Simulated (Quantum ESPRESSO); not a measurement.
**SiC (Moissanite 3C): how pressure shifts the optical phonon**

Wanted: a fit of frequency against volume for SiC (Moissanite 3C), tested on a run that is left out of it.

Calculated with Quantum ESPRESSO 7.5; DFT LDA, scalar-relativistic, plane waves, PseudoDojo norm-conserving pseudopotentials.

## 1. The relaxed structure

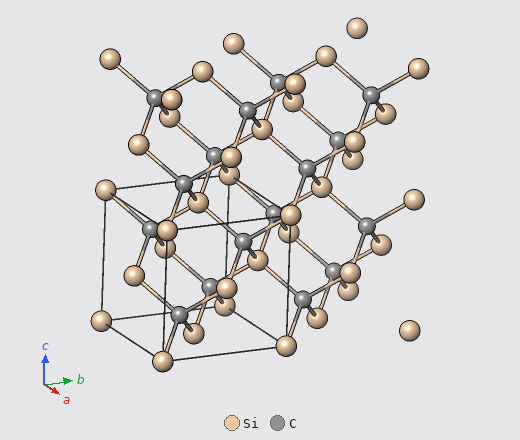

The cell as given, slightly off an axis (silicon light orange, carbon grey). 1×2×2 cells are drawn. This picture shows the conventional cell, with its axes. Bonds to atoms that aren't drawn are left out. Some periodic images of atoms are drawn too.

Structure file:

```cif
data_structure
_symmetry_space_group_name_H-M 'P 1'
_symmetry_Int_Tables_number 1
_cell_length_a 3.0586
_cell_length_b 3.0586
_cell_length_c 3.0586
_cell_angle_alpha 60.000
_cell_angle_beta 60.000
_cell_angle_gamma 60.000
_cell_volume 20.23
loop_
_atom_site_label
_atom_site_type_symbol
_atom_site_fract_x
_atom_site_fract_y
_atom_site_fract_z
_atom_site_occupancy
Si1 Si 0.00000 0.00000 0.00000 1
C2 C 0.25000 0.25000 0.25000 1
```

This is the cell after its relaxation at this level of theory, not the database cell from which that began.

## 2. Runs at several volumes

The relaxed cell is scaled uniformly; in this structure symmetry fixes all atoms, so nothing has to be relaxed anew. Each volume gets a ground state and a response at Γ. The mode followed is the highest one without the macroscopic field, of symmetry T2; longitudinal polar modes lie higher. Cutoff 90 Ry, k mesh 12×12×12.

From the response at V/V₀ = 0.97:

The log of the run:

```text
[banners, grids, parts of the stress and lines that vanish by symmetry left out]
Program PHONON v.7.5
     Reading xml data from directory:

[...]
Exchange-correlation= PW
                           (   1   4   0   0   0   0   0)
[...]
kinetic-energy cut-off    =      90.0000  Ry
     charge density cut-off    =     360.0000  Ry
     convergence threshold     =      1.0E-18
[...]
Exchange-correlation= PW
                           (   1   4   0   0   0   0   0)
[...]
q = (   0.0000000   0.0000000   0.0000000 )
     25 Sym.Ops. (with q -> -q+G )
     G cutoff =  597.0366  (  15353 G-vectors)     FFT grid: ( 36, 36, 36)
     number of k points=    72
[...]
Mode symmetry, T_d (-43m)  point group:
[...]
Dielectric constant
[...]
End of electric fields calculation
          Dielectric constant in cartesian axis
          (       6.807824817       0.000000000       0.000000000 )
          (       0.000000000       6.807824817       0.000000000 )
          (       0.000000000       0.000000000       6.807824817 )
          Effective charges (d Force / dE) in cartesian axis without acoustic sum rule applied (asr)
           atom    1  Si    Mean Z*:        2.74265
      Ex  (        2.74265       -0.00000       -0.00000 )
      Ey  (       -0.00000        2.74265        0.00000 )
      Ez  (       -0.00000        0.00000        2.74265 )
           atom    2  C     Mean Z*:       -2.74422
      Ex  (       -2.74422        0.00000       -0.00000 )
      Ey  (        0.00000       -2.74422       -0.00000 )
      Ez  (       -0.00000       -0.00000       -2.74422 )
          Effective charges Sum: Mean:       -0.00156
[...]
Effective charges (d Force / dE) in cartesian axis with asr applied:
           atom    1  Si    Mean Z*:        2.74343
[...]
atom    2  C     Mean Z*:       -2.74343
[...]
Representation #   1 modes #   1   2   3
[...]
End of self-consistent calculation
     Convergence has been achieved
     Representation #   2 modes #   4   5   6
[...]
End of self-consistent calculation
     Convergence has been achieved
[...]
Dielectric constant in cartesian axis
          (       6.807824817       0.000000000       0.000000000 )
          (       0.000000000       6.807824817       0.000000000 )
          (       0.000000000       0.000000000       6.807824817 )
          Effective charges (d Force / dE) in cartesian axis without acoustic sum rule applied (asr)
           atom    1  Si    Mean Z*:        2.74265
      Ex  (        2.74265       -0.00000       -0.00000 )
      Ey  (       -0.00000        2.74265        0.00000 )
      Ez  (       -0.00000        0.00000        2.74265 )
           atom    2  C     Mean Z*:       -2.74422
      Ex  (       -2.74422        0.00000       -0.00000 )
      Ey  (        0.00000       -2.74422       -0.00000 )
      Ez  (       -0.00000       -0.00000       -2.74422 )
          Effective charges Sum: Mean:       -0.00156
[...]
Effective charges (d Force / dE) in cartesian axis with asr applied:
           atom    1  Si    Mean Z*:        2.74343
[...]
atom    2  C     Mean Z*:       -2.74343
[...]
q = (    0.000000000   0.000000000   0.000000000 )
[...]
freq (    1) =      -0.062673 [THz] =      -2.090548 [cm-1]
     freq (    2) =      -0.062673 [THz] =      -2.090548 [cm-1]
     freq (    3) =      -0.062673 [THz] =      -2.090548 [cm-1]
     freq (    4) =      24.760443 [THz] =     825.919479 [cm-1]
     freq (    5) =      24.760443 [THz] =     825.919479 [cm-1]
     freq (    6) =      24.760443 [THz] =     825.919479 [cm-1]
[...]
Mode symmetry, T_d (-43m)  point group:
     freq (   1-   3) =         -2.1  [cm-1]   --> T_2  G_15 P_4   I+R
     freq (   4-   6) =        825.9  [cm-1]   --> T_2  G_15 P_4   I+R

   JOB DONE.
```

One volume, V/V₀ = 1, is held back as a test.

| V/V₀ | volume (Å³/atom) | pressure (GPa) | ω (cm⁻¹) |
| --- | --- | --- | --- |
| 0.97 | 9.813 | 7.38 | 825.92 |
| 1 | 10.116 | 0.01 | held back |
| 1.03 | 10.420 | -6.37 | 771.91 |

## 3. The fit

The mode Grüneisen parameter is γ = −d ln ω / d ln V.

```csv
ln(V/V₀),ln ω
-0.0305,6.7165
0.0296,6.6489
```

A straight line through these points has the slope -1.127, so γ = 1.13; at V/V₀ = 1 it predicts ω = exp(6.6822 + 0.0000) = 798.05 cm⁻¹.

A parabola of pressure against ln V through V/V₀ = 0.97, 1 and 1.03 gives the bulk modulus B = −dP/d ln V = 229 GPa at V₀. With ω₀ from the fitted line the pressure coefficient follows as dω/dP = γ ω₀ / B = 1.13 × 798.1 / 229 = 3.93 cm⁻¹/GPa.

## 4. The run that was held back

The log of the run:

```text
[banners, grids, parts of the stress and lines that vanish by symmetry left out]
[banner, memory and clock lines left out]
Program PHONON v.7.5

[...]
Exchange-correlation= PW
                           (   1   4   0   0   0   0   0)
[...]
(   8 q-points):
[...]
kinetic-energy cut-off    =      90.0000  Ry
     charge density cut-off    =     360.0000  Ry
     convergence threshold     =      1.0E-18
[...]
Exchange-correlation= PW
                           (   1   4   0   0   0   0   0)
[...]
q = (   0.0000000   0.0000000   0.0000000 )
     25 Sym.Ops. (with q -> -q+G )
     G cutoff =  609.2840  (  15665 G-vectors)     FFT grid: ( 36, 36, 36)
     number of k points=    72
[...]
Mode symmetry, T_d (-43m)  point group:
[...]
Dielectric constant
[...]
End of electric fields calculation
          Dielectric constant in cartesian axis
          (       6.878850932       0.000000000      -0.000000000 )
          (       0.000000000       6.878850932      -0.000000000 )
          (      -0.000000000      -0.000000000       6.878850932 )
          Effective charges (d Force / dE) in cartesian axis without acoustic sum rule applied (asr)
           atom    1  Si    Mean Z*:        2.72195
      Ex  (        2.72195       -0.00000        0.00000 )
      Ey  (       -0.00000        2.72195        0.00000 )
      Ez  (        0.00000        0.00000        2.72195 )
           atom    2  C     Mean Z*:       -2.72347
      Ex  (       -2.72347       -0.00000        0.00000 )
      Ey  (        0.00000       -2.72347        0.00000 )
[...]
Convergence has been achieved
[...]
q = (    0.000000000  -1.000000000   0.000000000 )
[...]
freq (    5) =      23.049196 [THz] =     768.838425 [cm-1]
     freq (    6) =      24.901877 [THz] =     830.637222 [cm-1]
[...]
Mode symmetry, D_2d (-42m) point group:
     freq (   1-   2) =        366.4  [cm-1]   --> E    X_5  W_3
     freq (   3-   3) =        634.7  [cm-1]   --> B_2  X_3  W_2
     freq (   4-   5) =        768.8  [cm-1]   --> E    X_5  W_3
     freq (   6-   6) =        830.6  [cm-1]   --> A_1  X_1  W_1
[...]
Mode symmetry, S_4 (-4)    point group:
[...]
Convergence has been achieved
[...]
Convergence has been achieved
[...]
Convergence has been achieved
[...]
Convergence has been achieved
     Representation #   5 mode #   5
[...]
End of self-consistent calculation
     Convergence has been achieved
     Representation #   6 mode #   6
[...]
End of self-consistent calculation
     Convergence has been achieved
[...]
q = (   -0.500000000  -1.000000000   0.000000000 )
[...]
freq (    1) =      12.076431 [THz] =     402.826385 [cm-1]
     freq (    2) =      13.913868 [THz] =     464.116668 [cm-1]
     freq (    3) =      16.123881 [THz] =     537.834778 [cm-1]
     freq (    4) =      22.311133 [THz] =     744.219298 [cm-1]
     freq (    5) =      23.393584 [THz] =     780.325971 [cm-1]
     freq (    6) =      25.815766 [THz] =     861.121260 [cm-1]
[...]
Mode symmetry, S_4 (-4)    point group:
     freq (   1-   1) =        402.8  [cm-1]   --> B    W_3
     freq (   2-   2) =        464.1  [cm-1]   --> E*   W_2
     freq (   3-   3) =        537.8  [cm-1]   --> E    W_4
     freq (   4-   4) =        744.2  [cm-1]   --> A    W_1
     freq (   5-   5) =        780.3  [cm-1]   --> E*   W_2
     freq (   6-   6) =        861.1  [cm-1]   --> B    W_3
```

It gives 798.10 cm⁻¹ against the predicted 798.05 cm⁻¹, a miss of 0.05 cm⁻¹.

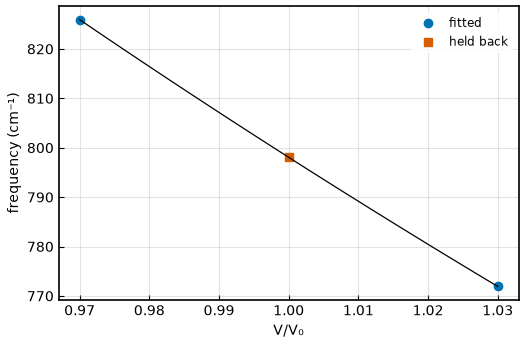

Frequency against volume, with the power-law fit.

## 5. Summary of results

| Property | Result |
| --- | --- |
| mode Grüneisen parameter | 1.127 |
| bulk modulus | 229 GPa |
| pressure coefficient | 3.93 cm⁻¹/GPa |

In words: The highest optical mode of SiC (Moissanite 3C) without the LO-TO term stiffens by 3.93 cm⁻¹ a GPa near the relaxed volume, with γ = 1.13. The power law meets all 3 runs within 0.01 %. Such a coefficient turns a measured shift of this mode into a hydrostatic stress; uniaxial or biaxial stress splits the mode and needs deformation potentials. These are harmonic values at zero temperature for the structure held cubic, which a run at Γ can't show to be stable; the bulk modulus rests on three points.

[Host names and launcher messages were left out of these logs when they were recorded.]

[Logs are printed without paths, hosts, clocks, repeated set-up lines and the standing remarks that a program may print on its own settings, such as how far it seeks lower states.]

[Hosts, paths, dates, database ids (printed as entryN), source tags and the programs' standing remarks are cut or masked in the printed files.]
